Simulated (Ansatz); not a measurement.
Consider MgI$_{2}$.

The calculation's input:

```
crystal:
  lattice:
    a: 4.14
    b: 4.140004
    c: 6.88
    alpha: 90.0
    beta: 90.0
    gamma: 119.99997
  atoms:
    - { symbol: Mg, position: [0.0515, 0.05603, 0.98414] }
    - { symbol: I, position: [0.28164, 0.62152, 0.25951] }
    - { symbol: I, position: [0.67106, 0.34034, 0.74184] }
kpoints:
  mp_grid:
    kspacing: 0.6666666666666666
hamiltonian:
  xc: pbe
scf:
  convergence:
    dr2_threshold: 1.0e-08
  occupations:
    method: methfessel_paxton
    width: 0.05
output:
  write_density: true
  volumetric_format: npy
  populations: true
  elf: true
  dos:
    de: 0.1
    method:
      smearing:
        sigma: 0.15
    projected: true
  forces: true
```

Below, planes, directions and counts refer to the conventional cell (a = 4.14 Å, b = 4.14 Å, c = 6.88 Å, α = 90.00°, β = 90.00°, γ = 120.00°).

Space group P1; not relaxed (largest force 0.7 eV/Å).

Computed with Ansatz 0.2.0, DFT PBE, plane waves, PAW.

> Predict the valence pseudo-density and electron localisation function between the atoms.

Mg–I (2.78 Å): the density is about 0.33 e/Å³ at the midpoint; the ELF peaks at about 0.85 in the valence shell of I, 1.4 Å from its nucleus, and falls to about 0.05 next to Mg (a largely ionic contact).

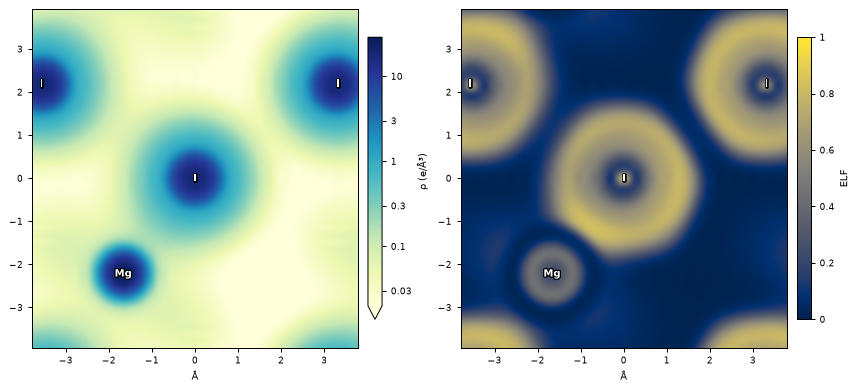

Computed valence pseudo-density and electron localisation function on the (110) plane of the conventional cell, in this order. 

Core electrons are frozen (PAW), and the valence fields are smoothed inside the atomic spheres.
